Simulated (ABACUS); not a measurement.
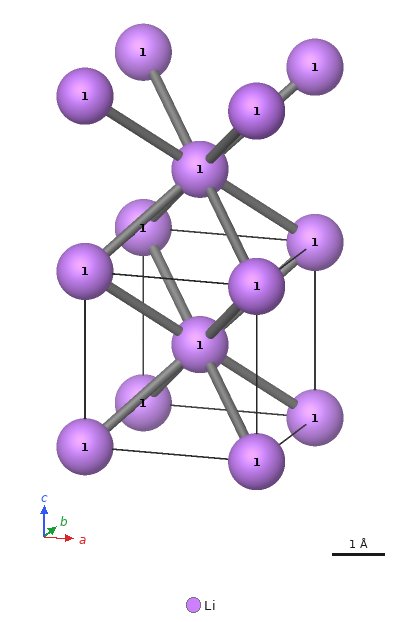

Figure 1. The structure (ball-and-stick view of the cell 2 times as large as that of the calculation, set on its symmetry axes, repeated 1 × 1 × 2, seen slightly off an axis; atoms are numbered from 1 in the order of the input).

## Band-structure run, with input and output: Li (part 1 of 2)

System: Li (Im-3m, 1 atom in the cell).
Method: Kohn-Sham DFT of a periodic cell, WC, Ansatz NC PBE, no spin polarisation (ABACUS 3.10.1).

The structure derives from an entry of the Crystallography Open Database.

## The input
```
INPUT_PARAMETERS
suffix              Li
calculation         scf
basis_type          pw
pseudo_dir          ./
symmetry            1
dft_functional      wc
ecutwfc             76
pseudo_rcut         7
nspin               1
nbands              12
ks_solver           dav
smearing_method     fd
smearing_sigma      0.00367493
scf_thr             1e-08
scf_nmax            100
mixing_type         broyden
mixing_beta         0.7
cal_force           1
cal_stress          1
out_chg             1
kpar                4
```

## File STRU
```
ATOMIC_SPECIES
Li 6.9400 Li.upf

LATTICE_CONSTANT
1.8897261246

LATTICE_VECTORS
-1.7546500000 1.7546500000 1.7546500000
1.7546500000 -1.7546500000 1.7546500000
1.7546500000 1.7546500000 -1.7546500000

ATOMIC_POSITIONS
Direct

Li
0.0
1
0.0000000000 0.0000000000 0.0000000000 1 1 1
```

## File KPT
```
K_POINTS
0
Gamma
9 9 9 0 0 0
```

Launch command:
```bash
OMP_NUM_THREADS=1 mpirun -np 4 abacus > log
```

## What the program printed
```
ABACUS v3.10.1

               Atomic-orbital Based Ab-initio Computation at UStc

 ------------------------------------------------------------------------------------

 READING GENERAL INFORMATION
                           global_out_dir = OUT.Li/
                           global_in_card = INPUT
                               pseudo_dir = ./
                              orbital_dir =
                                    DSIZE = 4
                                    GSIZE = 1

 READING UNITCELL INFORMATION
                                    ntype = 1
                  lattice constant (Bohr) = 1.88973
              lattice constant (Angstrom) = 1

 READING ATOM TYPE 1
                               atom label = Li
                      L=0, number of zeta = 1
                      L=1, number of zeta = 1
                      L=2, number of zeta = 1
             number of atom for this type = 1

                        TOTAL ATOM NUMBER = 1
DIRECT COORDINATES
    atom                   x                   y                   z     mag                  vx                  vy                  vz
taud_Li1            0.0000000000        0.0000000000        0.0000000000  0.0000        0.0000000000        0.0000000000        0.0000000000

                          Volume (Bohr^3) = 145.824
                             Volume (A^3) = 21.6088

 Lattice vectors: (Cartesian coordinate: in unit of a_0)
             -1.75465            +1.75465            +1.75465
             +1.75465            -1.75465            +1.75465
             +1.75465            +1.75465            -1.75465
 Reciprocal vectors: (Cartesian coordinate: in unit of 2 pi/a_0)
                   +0           +0.284957           +0.284957
            +0.284957                  +0           +0.284957
            +0.284957           +0.284957                  +0
 The esolver type has been set to : ksdft_pw

                PAO radial cut off (Bohr) = 7

 Read in pseudopotential file is Li.upf
                     pseudopotential type = NC
          exchange-correlation functional = PBE
                 nonlocal core correction = 0
                        valence electrons = 3
                                     lmax = 1
                           number of zeta = 2
                     number of projectors = 4
                           L of projector = 0
                           L of projector = 0
                           L of projector = 1
                           L of projector = 1
 XC functional updated to : wc
          exchange-correlation functional = WC
     initial pseudo atomic orbital number = 2

 SETUP THE ELECTRONS NUMBER
            electron number of element Li = 3
      total electron number of element Li = 3
            AUTOSET number of electrons:  = 3
                           occupied bands = 2
                                   NBANDS = 12
                                   NLOCAL = 9

%%%%%%%%%%%%%%%%%%%%%%%%%%%%%%%%%%%%%%%%%%%%%%%%%%%%%%%%%%%%%%%%%%%%%%%%%%%%%%%%%%%%%%%%%%%%%%%%%%%%%%%%%%
 Warning: the number of valence electrons in pseudopotential > 1 for Li: [He] 2s1
 Pseudopotentials with additional electrons can yield (more) accurate outcomes, but may be less efficient.
 If you're confident that your chosen pseudopotential is appropriate, you can safely ignore this warning.
%%%%%%%%%%%%%%%%%%%%%%%%%%%%%%%%%%%%%%%%%%%%%%%%%%%%%%%%%%%%%%%%%%%%%%%%%%%%%%%%%%%%%%%%%%%%%%%%%%%%%%%%%%

 SETUP THE PLANE WAVE BASIS
 energy cutoff for charge/potential (unit:Ry) = 304
            fft grid for charge/potential = [ 32, 32, 32 ]
                        fft grid division = [ 1, 1, 1 ]
        big fft grid for charge/potential = [ 32, 32, 32 ]
                                     nbxx = 32768
                                     nrxx = 32768

 SETUP PLANE WAVES FOR CHARGE/POTENTIAL
                    number of plane waves = 13067
                         number of sticks = 749

 PARALLEL PW FOR CHARGE/POTENTIAL
     PROC   COLUMNS(POT)             PW
        1            749          13067
 --------------- sum -------------------
        1            749          13067
                            number of |g| = 158
                                  max |g| = 27.4458
                                  min |g| = 0

----------- Double Check Mixing Parameters Begin ------------
mixing_type: broyden
mixing_beta: 0.7
mixing_gg0: 1
mixing_gg0_min: 0.1
mixing_ndim: 8
----------- Double Check Mixing Parameters End ------------

 LATTICE VECTORS: (CARTESIAN COORDINATE: IN UNIT OF A0)
             -1.75465            +1.75465            +1.75465
             +1.75465            -1.75465            +1.75465
             +1.75465            +1.75465            -1.75465
                       right hand lattice = 1
                                   NORM_A = 3.03914
                                   NORM_B = 3.03914
                                   NORM_C = 3.03914
                           ALPHA (DEGREE) = 109.471
                           BETA  (DEGREE) = 109.471
                           GAMMA (DEGREE) = 109.471

 The lattice vectors have been changed (STRU_SIMPLE.cif)

(for optimal symmetric configuration:)
                             BRAVAIS TYPE = 2
                     BRAVAIS LATTICE NAME = 02. Cubic I (body-centered)
                                    ibrav = 2
                                    IBRAV = 2
                                  BRAVAIS = BODY CENTERED CUBIC
                       LATTICE CONSTANT A = 3.5093
Original cell was already a primitive cell.
                        ROTATION MATRICES = 48
              PURE POINT GROUP OPERATIONS = 48
                   SPACE GROUP OPERATIONS = 48
                              POINT GROUP = O_h
               POINT GROUP IN SPACE GROUP = O_h

 SETUP K-POINTS
                                    nspin = 1
                   Input type of k points = Monkhorst-Pack(Gamma)
                                   nkstot = 729
                       right hand lattice = 1
(for reciprocal lattice: )
                             BRAVAIS TYPE = 3
                     BRAVAIS LATTICE NAME = 03. Cubic F (face-centered)
                                    ibrav = 3
                       right hand lattice = 1
(for k-lattice: )
                             BRAVAIS TYPE = 3
                     BRAVAIS LATTICE NAME = 03. Cubic F (face-centered)
                                    ibrav = 3
                       right hand lattice = 1
                        ROTATION MATRICES = 48
                               nkstot_ibz = 35
K-POINTS REDUCTION ACCORDING TO SYMMETRY
     IBZ    DIRECT_X    DIRECT_Y    DIRECT_Z  WEIGHT  ibz2bz
       1  0.00000000  0.00000000  0.00000000  0.0014       0
       2 -0.11111111  0.11111111  0.00000000  0.0165       1
       3 -0.22222222  0.22222222  0.00000000  0.0165       2
       4 -0.33333333  0.33333333  0.00000000  0.0165       3
       5 -0.44444444  0.44444444  0.00000000  0.0165       4
       6 -0.22222222  0.11111111  0.11111111  0.0329      10
       7 -0.11111111 -0.22222222  0.33333333  0.0658      11
       8 -0.44444444  0.33333333  0.11111111  0.0658      12
       9  0.44444444  0.44444444  0.11111111  0.0329      13
      10 -0.22222222 -0.22222222  0.44444444  0.0329      20
      11  0.44444444  0.33333333  0.22222222  0.0658      21
      12  0.33333333  0.33333333  0.33333333  0.0110      30
      13 -0.11111111 -0.11111111  0.33333333  0.0110      91
      14 -0.11111111 -0.22222222  0.44444444  0.0329      92
      15  0.44444444  0.33333333  0.11111111  0.0329      93
      16 -0.11111111  0.11111111  0.11111111  0.0082      98
      17  0.44444444  0.22222222  0.22222222  0.0329     101
      18  0.33333333  0.33333333  0.22222222  0.0329     102
      19 -0.22222222  0.22222222  0.11111111  0.0329     106
      20 -0.33333333  0.33333333  0.11111111  0.0329     114
      21 -0.33333333  0.22222222  0.22222222  0.0329     115
      22 -0.44444444  0.44444444  0.11111111  0.0329     122
      23 -0.44444444  0.33333333  0.22222222  0.0658     123
      24  0.44444444  0.44444444  0.22222222  0.0329     131
      25  0.44444444  0.33333333  0.33333333  0.0329     132
      26  0.22222222  0.22222222  0.33333333  0.0110     182
      27 -0.22222222  0.22222222  0.22222222  0.0082     187
      28 -0.33333333  0.33333333  0.22222222  0.0329     195
      29 -0.44444444  0.44444444  0.22222222  0.0329     203
      30 -0.44444444  0.33333333  0.33333333  0.0329     204
[... 5 further k points ...]

                               nkstot now = 35
[... K-POINTS DIRECT COORDINATES: 35 rows ...]

           k-point number in this process = 9
       minimum distributed K point number = 8
[... stars of the k points ...]

[... K-POINTS CARTESIAN COORDINATES: 9 rows ...]

[... K-POINTS DIRECT COORDINATES: 9 rows ...]

 SETUP PLANE WAVES FOR WAVE FUNCTIONS
     energy cutoff for wavefunc (unit:Ry) = 76
              fft grid for wave functions = [ 32, 32, 32 ]
                    number of plane waves = 2315
                         number of sticks = 233

 PARALLEL PW FOR WAVE FUNCTIONS
     PROC   COLUMNS(POT)             PW
        1            233           2315
 --------------- sum -------------------
        1            233           2315

 SETUP NONLOCAL PSEUDOPOTENTIALS IN PLANE WAVE BASIS
 Li non-local projectors:
 projector 1 L=0
 projector 2 L=0
 projector 3 L=1
 projector 4 L=1
      TOTAL NUMBER OF NONLOCAL PROJECTORS = 8

 Init Non-Local PseudoPotential table :
 Init Non-Local-Pseudopotential done.

                                     npwx = 1635

 Make real space PAO into reciprocal space.
       max mesh points in Pseudopotential = 701
     dq(describe PAO in reciprocal space) = 0.01
                                    max q = 1050

 number of pseudo atomic orbitals for Li is 2
WARNING: norm of atomic wavefunction # 2 of atomic type Li is 0.972901, renormalized

 -------------------------------------------
 SELF-CONSISTENT
 -------------------------------------------
                                 init_chg = atomic

 PW ALGORITHM --------------- ION=   1  ELEC=   1--------------------------------
 Notice: Threshold on eigenvalues was too large.
 hsover_error=0.03 > DRHO=0.00306577
 Origin diag ethr = 0.01
 New diag ethr = 0.000102192

 Density error is 0.00307632207876
                          Error Threshold = 0.000102192468035
```
